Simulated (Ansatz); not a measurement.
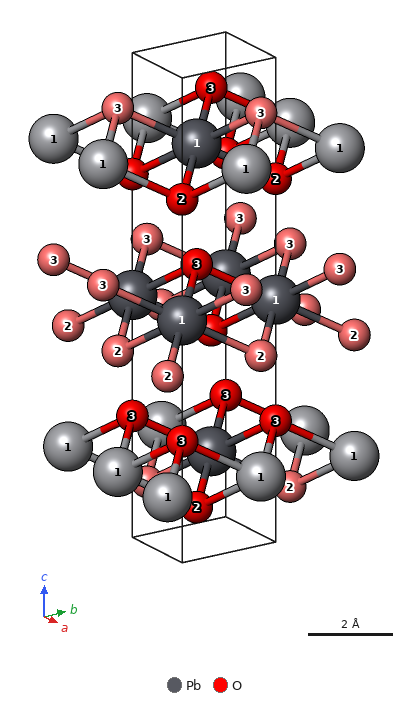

Fig. 1: The input geometry (ball-and-stick view of the cell 3 times as large as that of the calculation, set on its symmetry axes, seen slightly off an axis; neighbours outside the cell are drawn fainter; atoms are numbered from 1 in the order of the input). Near neighbours in the crystal (not all of them lie inside the picture): Pb has 6 O at 2.24 Å; O has 3 Pb at 2.24 Å.

## Run report: PbO2, geometry relaxation (part 1 of 2)

The run: geometry relaxation of PbO2 (R-3m, 3 atoms in the cell). Method and program: DFT PBE+D3(BJ), scalar-relativistic, plane waves, PAW, no spin polarisation (Ansatz 0.2.0).

The structure was made by a generator, so it may or may not be a known phase. Figures and captions count atoms from 1; the log counts them from 0 in places.

## Log
```
Engine: ansatz 0.2.0, aarch64-unknown-linux-gnu
Pseudopotentials: kind: paw
Pseudopotential: Pb, paw, valence charge 14, recommended cutoff 420 eV (normal), Pb.paw.azcp
Pseudopotential: O, paw, valence charge 6, recommended cutoff 420 eV (normal), O.paw.azcp
Functional definition: PBE
  parameter kappa = 0.804
  parameter beta = 0.06672455060314922
  exchange = pbe_x(kappa = kappa, mu = beta*pi^2/3)
  correlation = pbe_c(beta = beta)
Crystal: 3 atoms, lattice volume = 41.418 Å³
Basis set: ecut = 420 eV, 793 PW (Γ), exchange–correlation on 60×60×60 points (8 copies of the dense FFT grid, shifted against one another)
Bands: 17, of which v1, the nominal top of the filled ones, is band 13 counted from 1 (12 counted from 0)
Symmetry: 12 space group operations
Space group: R-3m (ITA 166), of the structure as read, at distance tolerance 3.5e-5 Å
k-points: 580 of 5832
Non-local potential: Pb, projectors of the file, l = 0: 2, l = 1: 2, l = 2: 2, l = 3: 2
Non-local potential: O, projectors of the file, l = 0: 2, l = 1: 2, l = 2: 1
PAW form: soft (Blöchl's): semilocal exchange-correlation on the pseudo side does not see the compensation charge
PAW one-centre angular grid: Pb, 590 points (default); XC on 64 Gauss nodes
PAW one-centre angular grid: O, 110 points (default); XC on 64 Gauss nodes
Initial density: superposition of atomic densities (neutral atoms: chi_scale 0, normalization atom), corrected by the library's trained network
Initial wavefunctions: pseudopotential atomic-orbital guess
Functional: x = pbe(κ = 0.804, μ = 0.2195149727645171), c = pbe(β = 0.06672455060314922)
SCF iter   1: F=—  HF=-13039.109853 eV  |F-HF|=—  |Δ(HF+E_count)|=         —  Δρ=3.40e-3  dr2=3.42e-3  ethr=1.77e-3  ⟨swp⟩=5.9  Hψ=53266  notcnv=0
preconditioner: auto → Kerker (q_TF=auto, 2.525 Å⁻¹)  [metal: Δε(μ)=0.041 eV  Ē_g=16.796 eV  σ=0.150 eV  W_gap=0.07  n_scr=14 (ndim 8)  ℏωp=29.4 eV  f_vac=0.062  D(μ)=0.16/eV (n_scr^D=0)]
SCF iter   2: F=—  HF=-13039.109451 eV  |F-HF|=—  |Δ(HF+E_count)|=   4.01e-4  Δρ=1.47e-3  dr2=5.28e-4  ethr=1.31e-5  ⟨swp⟩=2.4  Hψ=21747  notcnv=0
SCF iter   3: F=—  HF=-13039.109618 eV  |F-HF|=—  |Δ(HF+E_count)|=   1.66e-4  Δρ=6.35e-4  dr2=1.36e-4  ethr=2.03e-6  ⟨swp⟩=2.7  Hψ=17548  notcnv=0
SCF iter   4: F=—  HF=-13039.109671 eV  |F-HF|=—  |Δ(HF+E_count)|=   5.36e-5  Δρ=1.58e-4  dr2=1.06e-5  ethr=5.25e-7  ⟨swp⟩=2.0  Hψ=13412  notcnv=0
SCF iter   5: F=—  HF=-13039.109671 eV  |F-HF|=—  |Δ(HF+E_count)|=   3.68e-7  Δρ=4.55e-5  dr2=1.36e-6  ethr=4.08e-8  ⟨swp⟩=2.3  Hψ=15075  notcnv=0
SCF iter   6: F=—  HF=-13039.109671 eV  |F-HF|=—  |Δ(HF+E_count)|=   4.04e-7  Δρ=1.28e-5  dr2=1.42e-7  ethr=5.23e-9  ⟨swp⟩=2.2  Hψ=14687  notcnv=0
SCF iter   7: F=-13039.109671 eV  HF=-13039.109671 eV  |F-HF|=4.24e-8  |Δ(HF+E_count)|=   1.36e-7  Δρ=5.76e-6  dr2=1.73e-8  ethr=3.85e-10  ⟨swp⟩=6.6  Hψ=48803  notcnv=0
SCF 1 converged in 7 iterations: F = -13039.109671 eV  dr2 = 1.73e-8
  greatest PAW one-centre occupation: 0.987 electrons in one spin orbital (limit 2), on the Pb atom at site 0 (counted from 0), in its partial waves of l = 2
relax step   1: F+E_penalty+E_count = -13039.10967143 eV  Δ(F+E_penalty+E_count) = +0.000e0 eV  max|allowed force component| = 4.414e-3 eV/Å  Δτ_max = 0.0000 Å  P = +0.177 GPa  Ω = 41.418 Å³  (7 SCF iters, dr2 threshold 1.00e-7 eV, accepted)
Crystal: 3 atoms, lattice volume = 41.460 Å³
Initial density: handed on by an earlier stage of this run
Initial wavefunctions: those handed on with the density
iter 1 solved again at ethr=1.17e-7 eV; its pass at ethr=3.10e-3 eV (dr2=3.05e-5 eV) is discarded
SCF iter   1: F=—  HF=-13039.109696 eV  |F-HF|=—  |Δ(HF+E_count)|=         —  Δρ=2.75e-4  dr2=2.17e-5  ethr=1.17e-7  ⟨swp⟩=3.0  Hψ=60898  notcnv=0
preconditioner: auto → Kerker (q_TF=auto, 2.524 Å⁻¹)  [metal: Δε(μ)=0.042 eV  Ē_g=16.798 eV  σ=0.150 eV  W_gap=0.07  n_scr=14 (ndim 8)  ℏωp=29.4 eV  f_vac=0.061  D(μ)=0.16/eV (n_scr^D=0)]
SCF iter   2: F=—  HF=-13039.109689 eV  |F-HF|=—  |Δ(HF+E_count)|=   7.04e-6  Δρ=1.41e-4  dr2=5.07e-6  ethr=8.36e-8  ⟨swp⟩=2.4  Hψ=13545  notcnv=0
SCF iter   3: F=—  HF=-13039.109689 eV  |F-HF|=—  |Δ(HF+E_count)|=   5.36e-7  Δρ=5.57e-5  dr2=1.12e-6  ethr=1.95e-8  ⟨swp⟩=1.2  Hψ=10622  notcnv=0
SCF iter   4: F=-13039.109690 eV  HF=-13039.109689 eV  |F-HF|=2.47e-8  |Δ(HF+E_count)|=   1.89e-7  Δρ=1.37e-5  dr2=7.29e-8  ethr=9.01e-10  ⟨swp⟩=4.8  Hψ=51916  notcnv=0
SCF 2 converged in 4 iterations: F = -13039.109690 eV  dr2 = 7.29e-8
relax step   2: F+E_penalty+E_count = -13039.10968952 eV  Δ(F+E_penalty+E_count) = -1.809e-5 eV  max|allowed force component| = 1.170e-2 eV/Å  Δτ_max = 0.0012 Å  P = -0.048 GPa  Ω = 41.460 Å³  energy of the carried Pulay correction = -1.461e-4 eV  (4 SCF iters, dr2 threshold 2.34e-7 eV, accepted)
Crystal: 3 atoms, lattice volume = 41.387 Å³
iter 1 solved again at ethr=1.36e-7 eV; its pass at ethr=3.10e-3 eV (dr2=3.54e-5 eV) is discarded
SCF iter   1: F=—  HF=-13039.110088 eV  |F-HF|=—  |Δ(HF+E_count)|=         —  Δρ=4.61e-4  dr2=2.47e-5  ethr=1.36e-7  ⟨swp⟩=3.2  Hψ=64782  notcnv=0
preconditioner: auto → Kerker (q_TF=auto, 2.525 Å⁻¹)  [metal: Δε(μ)=0.047 eV  Ē_g=16.794 eV  σ=0.150 eV  W_gap=0.08  n_scr=14 (ndim 8)  ℏωp=29.4 eV  f_vac=0.060  D(μ)=0.16/eV (n_scr^D=0)]
SCF iter   2: F=—  HF=-13039.110083 eV  |F-HF|=—  |Δ(HF+E_count)|=   5.37e-6  Δρ=2.41e-4  dr2=7.95e-6  ethr=9.50e-8  ⟨swp⟩=1.0  Hψ=9902  notcnv=0
SCF iter   3: F=—  HF=-13039.110085 eV  |F-HF|=—  |Δ(HF+E_count)|=   2.25e-6  Δρ=5.89e-5  dr2=1.00e-6  ethr=3.06e-8  ⟨swp⟩=2.1  Hψ=17096  notcnv=0
SCF iter   4: F=—  HF=-13039.110086 eV  |F-HF|=—  |Δ(HF+E_count)|=   4.14e-7  Δρ=1.80e-5  dr2=1.42e-7  ethr=3.85e-9  ⟨swp⟩=2.0  Hψ=12916  notcnv=0
SCF iter   5: F=-13039.110086 eV  HF=-13039.110086 eV  |F-HF|=3.99e-8  |Δ(HF+E_count)|=   2.10e-7  Δρ=5.47e-6  dr2=1.88e-8  ethr=2.17e-10  ⟨swp⟩=6.5  Hψ=47392  notcnv=0
SCF 3 converged in 5 iterations: F = -13039.110086 eV  dr2 = 1.88e-8
relax step   3: F+E_penalty+E_count = -13039.11008591 eV  Δ(F+E_penalty+E_count) = -3.964e-4 eV  max|allowed force component| = 6.331e-4 eV/Å  Δτ_max = 0.0022 Å  P = -0.102 GPa  Ω = 41.387 Å³  energy of the carried Pulay correction = +1.104e-4 eV  (5 SCF iters, dr2 threshold 5.64e-8 eV, accepted)
Crystal: 3 atoms, lattice volume = 41.264 Å³
iter 1 solved again at ethr=3.10e-7 eV; its pass at ethr=3.10e-3 eV (dr2=8.05e-5 eV) is discarded
SCF iter   1: F=—  HF=-13039.110543 eV  |F-HF|=—  |Δ(HF+E_count)|=         —  Δρ=4.39e-4  dr2=6.98e-5  ethr=3.10e-7  ⟨swp⟩=3.0  Hψ=60054  notcnv=0
preconditioner: auto → Kerker (q_TF=auto, 2.526 Å⁻¹)  [metal: Δε(μ)=0.048 eV  Ē_g=16.811 eV  σ=0.150 eV  W_gap=0.08  n_scr=14 (ndim 8)  ℏωp=29.5 eV  f_vac=0.060  D(μ)=0.16/eV (n_scr^D=0)]
SCF iter   2: F=—  HF=-13039.110521 eV  |F-HF|=—  |Δ(HF+E_count)|=   2.18e-5  Δρ=1.72e-4  dr2=9.83e-6  ethr=2.68e-7  ⟨swp⟩=2.1  Hψ=12870  notcnv=0
SCF iter   3: F=—  HF=-13039.110520 eV  |F-HF|=—  |Δ(HF+E_count)|=   9.25e-7  Δρ=8.34e-5  dr2=3.30e-6  ethr=3.78e-8  ⟨swp⟩=1.1  Hψ=10352  notcnv=0
SCF iter   4: F=—  HF=-13039.110521 eV  |F-HF|=—  |Δ(HF+E_count)|=   8.67e-7  Δρ=2.55e-5  dr2=4.41e-7  ethr=1.27e-8  ⟨swp⟩=2.8  Hψ=17925  notcnv=0
SCF iter   5: F=-13039.110522 eV  HF=-13039.110522 eV  |F-HF|=6.87e-8  |Δ(HF+E_count)|=   4.50e-7  Δρ=8.37e-6  dr2=4.22e-8  ethr=1.78e-10  ⟨swp⟩=5.1  Hψ=52761  notcnv=0
SCF 4 converged in 5 iterations: F = -13039.110522 eV  dr2 = 4.22e-8
relax step   4: F+E_penalty+E_count = -13039.11052170 eV  Δ(F+E_penalty+E_count) = -4.358e-4 eV  max|allowed force component| = 1.937e-2 eV/Å  Δτ_max = 0.0001 Å  P = +0.189 GPa  Ω = 41.264 Å³  energy of the carried Pulay correction = +5.429e-4 eV  (5 SCF iters, dr2 threshold 4.64e-8 eV, accepted)
Crystal: 3 atoms, lattice volume = 41.271 Å³
iter 1 solved again at ethr=1.29e-7 eV; its pass at ethr=3.10e-3 eV (dr2=3.34e-5 eV) is discarded
SCF iter   1: F=—  HF=-13039.110564 eV  |F-HF|=—  |Δ(HF+E_count)|=         —  Δρ=3.85e-4  dr2=3.09e-5  ethr=1.29e-7  ⟨swp⟩=3.0  Hψ=59454  notcnv=0
preconditioner: auto → Kerker (q_TF=auto, 2.526 Å⁻¹)  [metal: Δε(μ)=0.052 eV  Ē_g=16.799 eV  σ=0.150 eV  W_gap=0.09  n_scr=14 (ndim 8)  ℏωp=29.5 eV  f_vac=0.060  D(μ)=0.16/eV (n_scr^D=0)]
SCF iter   2: F=—  HF=-13039.110550 eV  |F-HF|=—  |Δ(HF+E_count)|=   1.37e-5  Δρ=1.46e-4  dr2=3.05e-6  ethr=1.19e-7  ⟨swp⟩=2.0  Hψ=12867  notcnv=0
SCF iter   3: F=—  HF=-13039.110551 eV  |F-HF|=—  |Δ(HF+E_count)|=   1.11e-7  Δρ=6.56e-5  dr2=9.10e-7  ethr=1.17e-8  ⟨swp⟩=1.3  Hψ=10609  notcnv=0
SCF iter   4: F=-13039.110551 eV  HF=-13039.110551 eV  |F-HF|=1.08e-8  |Δ(HF+E_count)|=   1.89e-8  Δρ=9.80e-6  dr2=5.57e-8  ethr=4.82e-10  ⟨swp⟩=5.2  Hψ=52462  notcnv=0
SCF 5 converged in 4 iterations: F = -13039.110551 eV  dr2 = 5.57e-8
relax step   5: F+E_penalty+E_count = -13039.11055061 eV  Δ(F+E_penalty+E_count) = -2.890e-5 eV  max|allowed force component| = 3.638e-5 eV/Å  Δτ_max = 0.0017 Å  P = +0.002 GPa  Ω = 41.271 Å³  energy of the carried Pulay correction = +5.166e-4 eV  (4 SCF iters, dr2 threshold 1.25e-7 eV, accepted)
Initial wavefunctions: pseudopotential atomic-orbital guess (no wavefunctions were taken with the density)
iter 1 solved again at ethr=3.64e-8 eV; its pass at ethr=3.10e-3 eV (dr2=9.47e-6 eV) is discarded
SCF iter   1: F=—  HF=-13039.109981 eV  |F-HF|=—  |Δ(HF+E_count)|=         —  Δρ=7.36e-5  dr2=3.05e-7  ethr=3.64e-8  ⟨swp⟩=3.6  Hψ=84373  notcnv=0
preconditioner: auto → Kerker (q_TF=auto, 2.526 Å⁻¹)  [metal: Δε(μ)=0.051 eV  Ē_g=16.799 eV  σ=0.150 eV  W_gap=0.08  n_scr=14 (ndim 8)  ℏωp=29.5 eV  f_vac=0.060  D(μ)=0.16/eV (n_scr^D=0)]
SCF iter   2: F=—  HF=-13039.109975 eV  |F-HF|=—  |Δ(HF+E_count)|=   5.69e-6  Δρ=3.82e-5  dr2=9.74e-8  ethr=1.17e-9  ⟨swp⟩=2.0  Hψ=13393  notcnv=0
SCF iter   3: F=—  HF=-13039.109976 eV  |F-HF|=—  |Δ(HF+E_count)|=   6.51e-7  Δρ=5.79e-6  dr2=9.92e-9  ethr=3.74e-10  ⟨swp⟩=2.0  Hψ=17357  notcnv=0
SCF iter   4: F=—  HF=-13039.109976 eV  |F-HF|=—  |Δ(HF+E_count)|=   1.46e-9  Δρ=1.73e-6  dr2=2.00e-9  ethr=3.82e-11  ⟨swp⟩=2.1  Hψ=13186  notcnv=0
SCF iter   5: F=—  HF=-13039.109976 eV  |F-HF|=—  |Δ(HF+E_count)|=  4.84e-10  Δρ=3.60e-7  dr2=7.06e-11  ethr=7.70e-12  ⟨swp⟩=2.0  Hψ=13363  notcnv=0
SCF iter   6: F=—  HF=-13039.109976 eV  |F-HF|=—  |Δ(HF+E_count)|=  4.00e-11  Δρ=1.00e-7  dr2=3.98e-12  ethr=1.00e-12  ⟨swp⟩=2.2  Hψ=11985  notcnv=0
SCF iter   7: F=-13039.109976 eV  HF=-13039.109976 eV  |F-HF|=1.82e-12  |Δ(HF+E_count)|=  9.09e-12  Δρ=2.73e-8  dr2=2.62e-13  ethr=1.00e-12  ⟨swp⟩=7.1  Hψ=51258  notcnv=0
SCF 6 converged in 7 iterations: F = -13039.109976 eV  dr2 = 2.62e-13
relax step   6: F+E_penalty+E_count = -13039.10997587 eV  Δ(F+E_penalty+E_count) = +5.747e-4 eV  max|allowed force component| = 5.315e-5 eV/Å  Δτ_max = 0.0000 Å  P = -0.019 GPa  Ω = 41.271 Å³  stress off target by 3.79e-2 GPa  SCF on the basis re-selected at this cell (its energy is not comparable with the rows above)  (7 SCF iters)
basis re-selected at this cell: Δ(F+E_penalty+E_count) = +5.747e-4 eV, ΔP = -0.021 GPa vs the last step (what re-selecting the basis moved, of the pressure what is left beyond the Pulay correction that the steps carried, after the strain that the cell walked since its last selection, with what the two solves' SCF thresholds leave and, on support functions, any second-order correction that the steps lacked; it is no measure of the basis error at this ecutwfc). This SCF's stress stands 3.79e-2 GPa from its target on what of the cell is left free (relax.cell.stress_tol is 1.00e-2 GPa) and its largest allowed force component is 5.31e-5 eV/Å (relax.f_tol is 1.00e-3 eV/Å): not within both, so this SCF does not close the relaxation
Crystal: 3 atoms, lattice volume = 41.235 Å³
iter 1 solved again at ethr=1.86e-8 eV; its pass at ethr=3.10e-3 eV (dr2=4.85e-6 eV) is discarded
SCF iter   1: F=—  HF=-13039.110141 eV  |F-HF|=—  |Δ(HF+E_count)|=         —  Δρ=1.48e-4  dr2=3.27e-6  ethr=1.86e-8  ⟨swp⟩=3.0  Hψ=63248  notcnv=0
preconditioner: auto → Kerker (q_TF=auto, 2.526 Å⁻¹)  [metal: Δε(μ)=0.053 eV  Ē_g=16.800 eV  σ=0.150 eV  W_gap=0.09  n_scr=14 (ndim 8)  ℏωp=29.5 eV  f_vac=0.060  D(μ)=0.17/eV (n_scr^D=0)]
SCF iter   2: F=—  HF=-13039.110133 eV  |F-HF|=—  |Δ(HF+E_count)|=   7.71e-6  Δρ=8.42e-5  dr2=1.24e-6  ethr=1.26e-8  ⟨swp⟩=1.0  Hψ=9860  notcnv=0
SCF iter   3: F=—  HF=-13039.110133 eV  |F-HF|=—  |Δ(HF+E_count)|=   3.20e-7  Δρ=1.38e-5  dr2=9.24e-8  ethr=4.79e-9  ⟨swp⟩=2.1  Hψ=17173  notcnv=0
SCF iter   4: F=—  HF=-13039.110133 eV  |F-HF|=—  |Δ(HF+E_count)|=   6.70e-8  Δρ=7.71e-6  dr2=2.74e-8  ethr=3.55e-10  ⟨swp⟩=2.0  Hψ=13191  notcnv=0
SCF iter   5: F=—  HF=-13039.110133 eV  |F-HF|=—  |Δ(HF+E_count)|=   2.63e-8  Δρ=2.60e-6  dr2=4.42e-9  ethr=1.05e-10  ⟨swp⟩=2.0  Hψ=13027  notcnv=0
SCF iter   6: F=-13039.110133 eV  HF=-13039.110133 eV  |F-HF|=4.15e-10  |Δ(HF+E_count)|=   8.12e-9  Δρ=8.24e-7  dr2=3.64e-10  ethr=1.38e-11  ⟨swp⟩=5.8  Hψ=44865  notcnv=0
SCF 7 converged in 6 iterations: F = -13039.110133 eV  dr2 = 3.64e-10
relax step   7: F+E_penalty+E_count = -13039.11013324 eV  Δ(F+E_penalty+E_count) = -1.574e-4 eV  max|allowed force component| = 2.160e-4 eV/Å  Δτ_max = 0.0005 Å  P = -0.001 GPa  Ω = 41.235 Å³  energy of the carried Pulay correction = +1.507e-4 eV  (6 SCF iters, dr2 threshold 3.58e-9 eV, accepted)
iter 1 solved again at ethr=3.02e-8 eV; its pass at ethr=3.10e-3 eV (dr2=7.85e-6 eV) is discarded
SCF iter   1: F=—  HF=-13039.109987 eV  |F-HF|=—  |Δ(HF+E_count)|=         —  Δρ=1.34e-5  dr2=1.07e-8  ethr=3.02e-8  ⟨swp⟩=3.6  Hψ=84706  notcnv=0
SCF iter   2: F=—  HF=-13039.109979 eV  |F-HF|=—  |Δ(HF+E_count)|=   7.35e-6  Δρ=6.61e-6  dr2=2.58e-9  ethr=4.11e-11  ⟨swp⟩=3.0  Hψ=19434  notcnv=0
SCF iter   3: F=—  HF=-13039.109979 eV  |F-HF|=—  |Δ(HF+E_count)|=   8.68e-9  Δρ=2.06e-6  dr2=2.86e-10  ethr=9.93e-12  ⟨swp⟩=2.1  Hψ=13127  notcnv=0
SCF iter   4: F=—  HF=-13039.109979 eV  |F-HF|=—  |Δ(HF+E_count)|=   1.00e-9  Δρ=2.17e-7  dr2=3.70e-11  ethr=1.10e-12  ⟨swp⟩=2.0  Hψ=17423  notcnv=0
SCF iter   5: F=—  HF=-13039.109979 eV  |F-HF|=—  |Δ(HF+E_count)|=  5.09e-11  Δρ=8.55e-8  dr2=5.30e-12  ethr=1.00e-12  ⟨swp⟩=1.7  Hψ=10339  notcnv=0
SCF iter   6: F=-13039.109979 eV  HF=-13039.109979 eV  |F-HF|=1.82e-12  |Δ(HF+E_count)|=  3.64e-12  Δρ=2.60e-8  dr2=2.12e-13  ethr=1.00e-12  ⟨swp⟩=7.3  Hψ=50448  notcnv=0
SCF 8 converged in 6 iterations: F = -13039.109979 eV  dr2 = 2.12e-13
```
